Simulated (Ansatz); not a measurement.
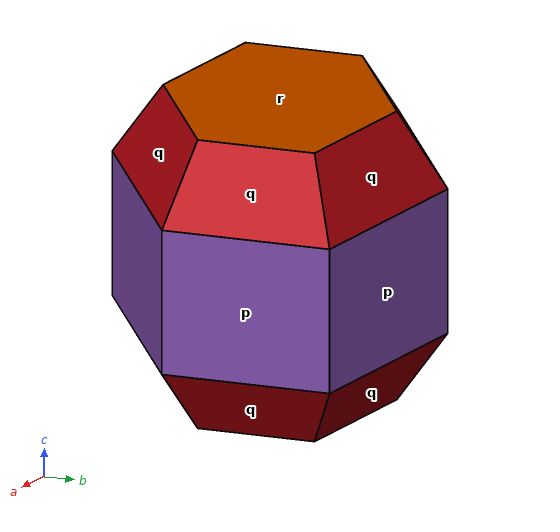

BFDH (Bravais–Friedel–Donnay–Harker) growth shape, computed from the cell and space group alone: each face lies at a distance from the centre proportional to 1/d(hkl), with d taken for the first order that the space group does not extinguish. It ignores bonding, solvent and kinetics. Faces of one form share a colour. Cell of Be: space group P6_3/mmc (No. 194), a = 2.265 Å, b = 2.265 Å, c = 3.560 Å, α = 90.00°, β = 90.00°, γ = 120.00°. Source: the geometry relaxed with DFT PBE, scalar-relativistic, plane waves, PAW in Ansatz; the starting structure was generated, so it need not be a known form of this composition. Forms under 0.4 % of the area are left out.

Q: Which form is which colour?

A: purple (p): {100} (d = 1.96 Å, 42 % of the area); red (q): {101} (d = 1.72 Å, 40 % of the area); orange (r): {002} (d = 1.78 Å, 18 % of the area).
